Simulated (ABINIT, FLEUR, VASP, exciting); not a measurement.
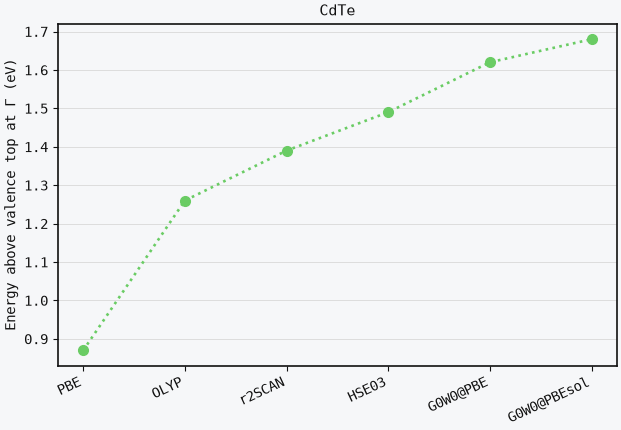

Lowest conduction level at Γ, counted from the valence-band top at Γ, by several methods on one cell of zincblende CdTe, space group F-43m (No. 216), 2 atoms in the primitive cell; cubic a = 6.410 Å. All runs are without spin-orbit coupling and carry no moments.

How do the methods rank at Γ?

From low to high: PBE 0.87, OLYP 1.26, r2SCAN 1.39, HSE03 1.49, G0W0@PBE 1.62, G0W0@PBEsol 1.68 eV. Too close to rank are r2SCAN against HSE03 (different programs, potentials, meshes and cutoffs), HSE03 against G0W0@PBE (different potentials, meshes and cutoffs) and G0W0@PBE against G0W0@PBEsol (different programs, potentials, meshes, cutoffs and GW settings).

| method | program | Γ (eV) |
| --- | --- | --- |
| PBE | FLEUR | 0.87 |
| OLYP | ABINIT | 1.26 |
| r2SCAN | FLEUR | 1.39 |
| HSE03 | VASP | 1.49 |
| G0W0@PBE | VASP | 1.62 |
| G0W0@PBEsol | exciting | 1.68 |

Settings. PBE: all-electron, 7×7×7 k mesh, Fermi-Dirac smearing of 0.05 eV (FLEUR MaX-R8.1 (later development tree)). OLYP: JTH PAW PBE v2.0, 7×7×7 k mesh, 463 eV cutoff, Fermi-Dirac smearing of 0.05 eV (ABINIT 10.8.3 (patched build)). r2SCAN: all-electron, 7×7×7 k mesh, Fermi-Dirac smearing of 0.05 eV (FLEUR). HSE03: VASP PAW PBE potentials, release 64 (Te, Cd), 6×6×6 k mesh, 520 eV cutoff, Gaussian smearing of 0.02 eV (VASP 6.6.1). G0W0@PBE: PBE, VASP PAW PBE potentials, release 64 (Te_GW, Cd_GW), 4×4×4 k mesh, 450 eV cutoff, Gaussian smearing of 0.01 eV (VASP 6.6.1), G0W0 with cutoff of the response function 150 eV, frequency points 64, empty bands 160 and GW iterations 1. G0W0@PBEsol: PBEsol, all-electron LAPW+lo, shipped species files, valence relativity iora*, 5×5×5 k mesh, Gaussian smearing of 0.005 eV (exciting sodium), G0W0 with q or response mesh 3 × 3 × 3 and gmaxvr (cutoff of density and potential) 14 1/bohr.

These are six of the 33 methods that were run on this cell. Runs that lie over 0.07 eV from the median of the programs for their method weren't drawn. The runs come from different programs and meshes, which adds differences of its own. Spin-orbit coupling is left out, which matters for Te. LDA, GGA and most meta-GGA functionals understate gaps. OLYP and HSE03: the PAW data sets were made with another functional. r2SCAN: the meta-GGA is that of a development version, with a GGA for the radial functions and cores and without core tails. G0W0@PBE: the k mesh is coarse, so the values aren't converged. G0W0@PBE: bands, screening cutoff and mesh are small and nothing is extrapolated, so the quasiparticle values aren't converged. G0W0@PBEsol: the basis lacks high local orbitals and the q mesh is coarse, so quasiparticle gaps aren't converged. The GW runs differ in bands or cutoffs. The GW values are at finite bands, cutoffs and mesh, short of the basis limit.
